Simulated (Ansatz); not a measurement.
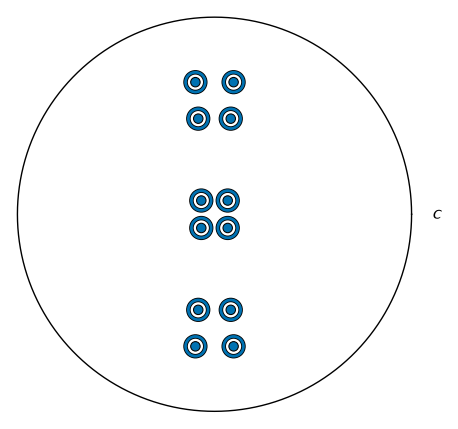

Stereographic projection: filled dots lie in the upper hemisphere, open rings in the lower. The a axis points at the viewer. The poles are all faces of one general form. Computed from the symmetry operations of a computed or model structure of composition Sr, which need not be its known form.

Q: Which point group is this?

A: 6/mmm (D6h), order 24, hexagonal system: one sixfold axis, six twofold axes, seven mirror planes, an inversion centre.

Q: Which physical properties does it allow?

A: It is centrosymmetric, so neither piezoelectric nor pyroelectric; it is not chiral.
